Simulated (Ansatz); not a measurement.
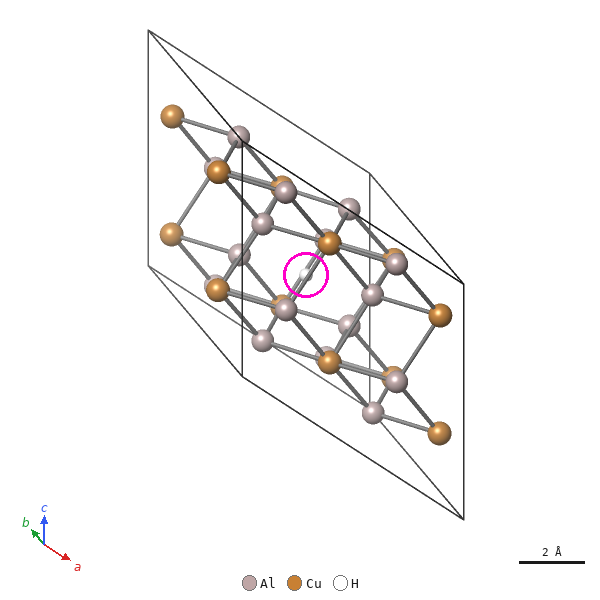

The crystal in a ball-and-stick representation, seen from a general direction. Lines trace the edges of the supercell. The host is Al$_{2}$Cu, in a cell of 24 sites, and the cell is neutral. A ring marks the defect's site.

What kind of defect was put in?

An interstitial hydrogen atom. It is bonded to no bonds drawn.

The atoms were relaxed in the host's cell with DFT PBE, scalar-relativistic, plane waves, PAW (Ansatz 0.2.0).
